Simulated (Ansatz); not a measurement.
```
Au
1.0
     4.15765    0.00000    0.00000
     0.00000    4.15765    0.00000
     0.00000    0.00000    4.15765
Au
4
Cartesian
  0.0000 0.0000 0.0000
  2.0788 2.0788 0.0000
  2.0788 0.0000 2.0788
  0.0000 2.0788 2.0788
```

Space group Fm-3m; a generated structure, not necessarily the stable one; computed without spin polarisation.

Method: Ansatz, DFT PBE, scalar-relativistic, plane waves, PAW.

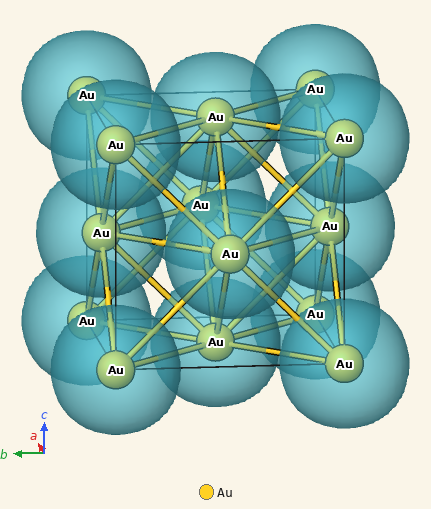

Au. Isosurface of the valence electron density at 0.4 e/Å³ (cyan), seen at an oblique angle. Sticks mark near contacts.

The density is the valence pseudo-density of a PAW calculation; it isn't the true density close to the nuclei.

Q: Which contacts does the surface bridge?

A: At this value the density breaks into separate islands; it holds about 85 % of the electrons treated as valence (semicore included). It bridges none of the near contacts. It is pinched off along the sampled Au–Au (2.94 Å) contacts. On the grid the lowest density along these lines, outside the cores, is 0.25 e/Å³ (Au–Au, 2.94 Å).

Q: Does the calculation give a band gap?

A: It is metallic or semimetallic at this level of theory: no gap opens.
